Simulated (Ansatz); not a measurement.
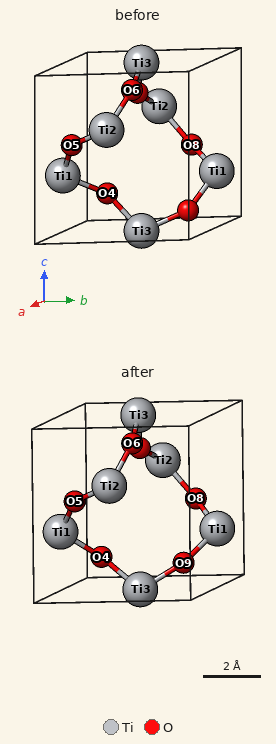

The structure of crystalline TiO₂ (set up in P3_121) before (top) and after (bottom) a relaxation, at one scale.

Style: ball-and-stick. Shown: the cell of the calculation, slightly off an axis.

Theory: DFT r2SCAN, scalar-relativistic, plane waves, PAW (Ansatz). Set-up: plane-wave cutoff 500 eV; k-point mesh 6 × 6 × 4; occupations gaussian; smearing width 0.05 eV; no spin polarisation.

**What changed between the two?**

An O atom moves most relative to the cell: 0.32 Å roughly along [0 −1 1]. Largest moves by element: O 0.32 Å, Ti 0.13 Å. The volume changes by +2.5 %, with a 5.562 → 5.454 Å (−1.9 %), b 5.562 → 5.656 Å (+1.7 %), c 6.060 → 6.253 Å (+3.2 %), α 90.0° → 90.9°, β 90.0° → 92.0°, γ 120.0° → 120.3°. Among the contacts that change: O–Ti 1.810 → 1.816 Å. Bond angles that change, for instance: Ti–O–Ti 145.0° → 155.3°, Ti–O–Ti 145.0° → 152.5°, Ti–O–Ti 145.0° → 150.6°. The space group (tolerance 0.01 Å) goes from P3_121 (No. 152) to P1 (No. 1).
